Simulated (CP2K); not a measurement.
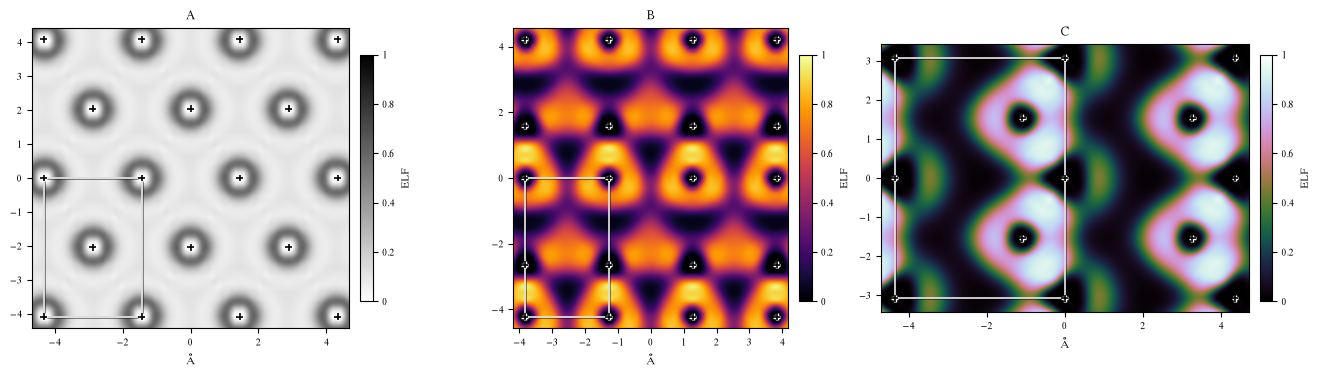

The ELF of 3 systems, each on a plane through atoms (crosses mark nuclei in the plane).

The calculation used Kohn-Sham DFT of a periodic cell, PBEsol, GTH-PBE with UZH-TZVP basis in CP2K.

System 1: BN, the (010) plane of the conventional cell. Space group P6₃mc; a structure from a database of computed crystals, not necessarily the ambient phase; computed pressure about −2 GPa in this cell.

```xyz
4
Lattice="2.5539 0.0000 0.0000 -1.2770 2.2118 0.0000 0.0000 0.0000 4.2269" Properties=species:S:1:pos:R:3 pbc="T T T"
N     0.0000    1.4745    0.5295
N     1.2770    0.7373    2.6430
B     0.0000    1.4745    2.1122
B     1.2770    0.7373    4.2257
```

System 2: Fe, the (11̄0) plane of the conventional cell. Space group Im-3m; computed pressure about −12 GPa in this cell; spin-polarised.

System 3: SiC, the (101̄) plane of the conventional cell. Space group F-43m.

> Match each panel to its system.

Panel A is system 2, Fe: the plane holds Fe. Fe–Fe (2.50 Å): the ELF is about 0.10 at the midpoint. Panel B is system 1, BN: the plane holds N and B. B–N (1.58 Å): the ELF peaks at about 0.95 between the atoms; a polar covalent bond. Panel C is system 3, SiC: the plane holds Si and C. Si–C (1.89 Å): the ELF peaks at about 0.95 between the atoms: a covalent bond.
